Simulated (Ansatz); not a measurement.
**Ga$_{19}$N$_{18}$ (cell with a defect): density, localisation and related maps**

```yaml
crystal:
  lattice:
    - [0.00000, 5.57438, -5.24317]
    - [4.82756, -2.78719, -5.24317]
    - [-4.82756, -2.78719, -5.24317]
  atoms:
    - { symbol: Ga, position: [0.94647, 0.28526, 0.28502] }
    - { symbol: Ga, position: [0.28420, 0.94752, 0.28501] }
    - { symbol: Ga, position: [0.94517, 0.58385, 0.94606] }
    - { symbol: Ga, position: [0.60700, 0.60807, 0.28171] }
    - { symbol: Ga, position: [0.28412, 0.28517, 0.94733] }
    - { symbol: Ga, position: [0.94524, 0.94626, 0.58395] }
    - { symbol: Ga, position: [0.58274, 0.94621, 0.94606] }
    - { symbol: Ga, position: [0.28084, 0.60809, 0.60797] }
    - { symbol: Ga, position: [0.60703, 0.28189, 0.60796] }
    - { symbol: Ga, position: [0.89765, 0.89867, 0.23034] }
    - { symbol: Ga, position: [0.22469, 0.55751, 0.22556] }
    - { symbol: Ga, position: [0.89747, 0.23035, 0.89827] }
    - { symbol: Ga, position: [0.55646, 0.22573, 0.22555] }
    - { symbol: Ga, position: [0.22923, 0.89850, 0.89825] }
    - { symbol: Ga, position: [0.88971, 0.55490, 0.55469] }
    - { symbol: Ga, position: [0.55383, 0.55489, 0.89060] }
    - { symbol: Ga, position: [0.22469, 0.22574, 0.55731] }
    - { symbol: Ga, position: [0.55385, 0.89076, 0.55470] }
    - { symbol: N, position: [0.81699, 0.16588, 0.16557] }
    - { symbol: N, position: [0.16483, 0.81803, 0.16556] }
    - { symbol: N, position: [0.81463, 0.48232, 0.81545] }
    - { symbol: N, position: [0.48449, 0.48553, 0.15260] }
    - { symbol: N, position: [0.16468, 0.16572, 0.81784] }
    - { symbol: N, position: [0.81469, 0.81574, 0.48224] }
    - { symbol: N, position: [0.48122, 0.81568, 0.81546] }
    - { symbol: N, position: [0.15173, 0.48560, 0.48540] }
    - { symbol: N, position: [0.48454, 0.15278, 0.48539] }
    - { symbol: N, position: [0.10043, 0.10149, 0.43045] }
    - { symbol: N, position: [0.43231, 0.76294, 0.43321] }
    - { symbol: N, position: [0.10047, 0.43064, 0.10132] }
    - { symbol: N, position: [0.76187, 0.43337, 0.43321] }
    - { symbol: N, position: [0.42958, 0.10152, 0.10133] }
    - { symbol: N, position: [0.09179, 0.75495, 0.75487] }
    - { symbol: N, position: [0.75373, 0.75479, 0.09254] }
    - { symbol: N, position: [0.43230, 0.43335, 0.76280] }
    - { symbol: N, position: [0.75390, 0.09283, 0.75480] }
    - { symbol: Ga, position: [0.91512, 0.91628, 0.91658] }
```

The program warned that a starting moment wasn't kept; spin-polarised.

The calculation used DFT PBE, scalar-relativistic, plane waves, PAW in Ansatz.

The density is the valence pseudo-density of a PAW calculation; it isn't the true density close to the nuclei.

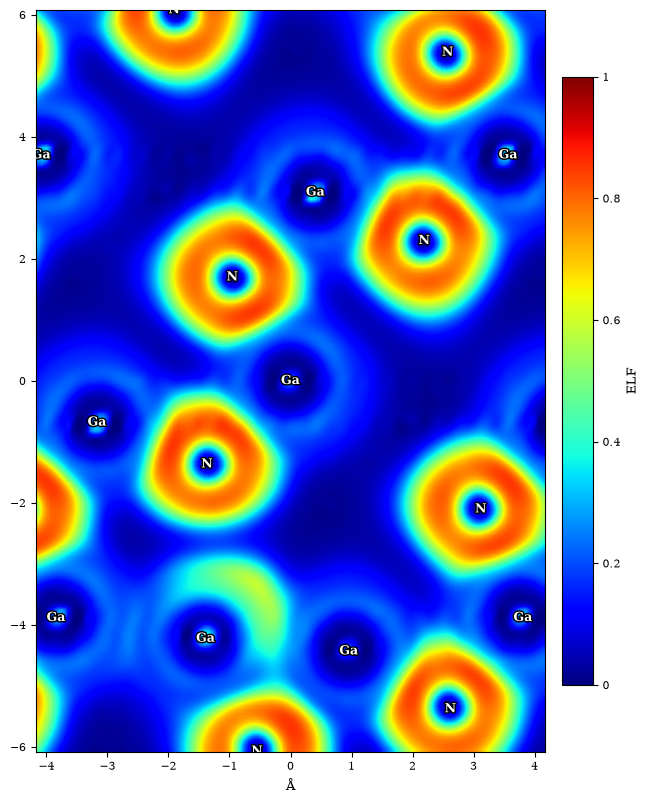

Figure 1. Electron localisation function on the (011̄) plane of the calculation cell.

**Interpret the plot.**

The plane passes through Ga and N nuclei. Ga–N (1.91 Å): the ELF peaks at about 0.85 in the valence shell of N, 0.6 Å from its nucleus, and is about 0.50 at the midpoint. Ga–Ga (2.36 Å): the ELF is about 0.40 at the midpoint. Ga–N (1.93 Å): the ELF peaks at about 0.85 in the valence shell of N, 0.7 Å from its nucleus, and is about 0.50 at the midpoint. Ga–N (2.04 Å): the ELF peaks at about 0.75 in the valence shell of N, 0.6 Å from its nucleus, and is about 0.30 at the midpoint. Ga–Ga (2.47 Å): the ELF is about 0.25 at the midpoint: no shared electron pair shows on this line.

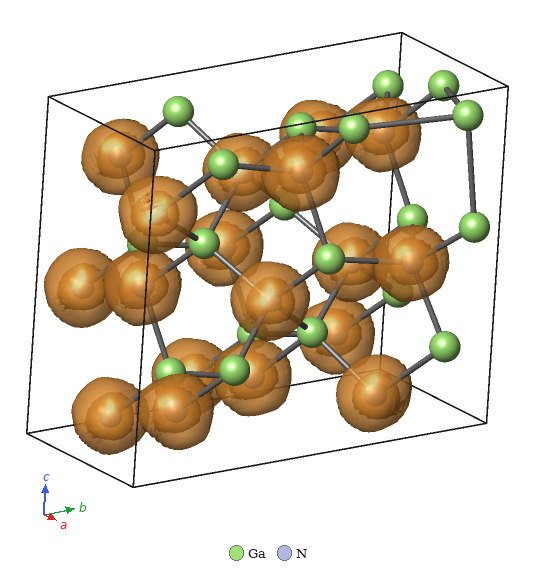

Figure 2. Isosurface of the electron localisation function at 0.75 (orange), seen slightly off an axis. Only the valence region is drawn (cores and ρ < 0.01 e/Å³ removed). Sticks mark near contacts.

**What do the ELF domains correspond to?**

At this value the surface marks out 18 regions wrapped around N (the valence shell of each), counted in one cell of 37 atoms. Any copies at cell faces, edges or corners count once. Profiles from the grid: Ga–Ga (2.35 Å): the ELF is about 0.40 at the midpoint.

**Does the calculation give a band gap?**

It is gapless in this calculation (a metal or semimetal).
